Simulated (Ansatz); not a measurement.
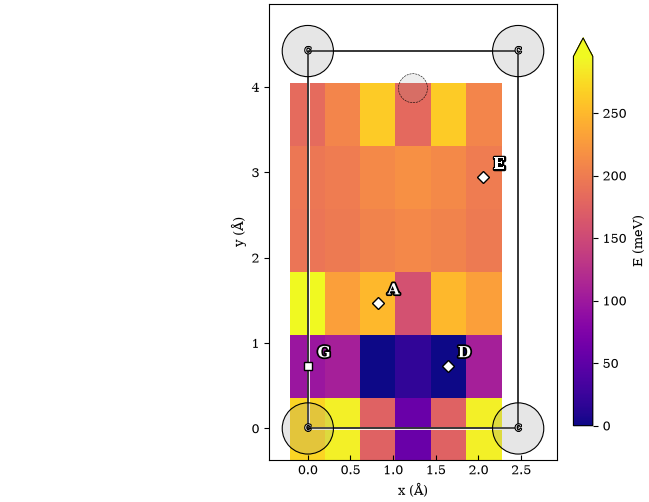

Si on a C(10−1) slab cut from the C2/m phase, its upper half relaxed before the scan (16 atoms of substrate and one adsorbate in a 2 × 1 cell). Si is moved over the surface cell at a fixed height above a rigid substrate; the origin of the map has the adsorbate above C15; the height is held at 3.40 Å. Places are given modulo a cell vector. The map is drawn in real space over the plane of the surface. The scan uses a 6 × 6 grid; 24 points were computed and 12 follow by symmetry. Places are given in fractions of the 1 × 1 surface cell. Energies are in meV, from the lowest grid point. Energies and slopes of some neighbouring points disagree (a jump in structure or state, or too coarse a mesh). The magnetic moment jumps between some neighbouring points. At a fixed height the lowest place need not be the adsorption site. All numbers below come from DFT PBE+D3(BJ), scalar-relativistic, plane waves, PAW (Ansatz). Settings: cutoff 420 eV, k-mesh 6×6×1, gaussian smearing 0.05 eV, spin-polarised.

Drawn: one coloured cell a grid point, labelled circles for the atoms of the top layer and small ones for the second layer, the outline of one cell of the plane, one colour for all values above the top of the scale, lettered points.

Rank the lettered points by energy, lowest first.

D (0 meV), G (97 meV), E (201 meV), A (250 meV).

PAW datasets: the set soft_1.
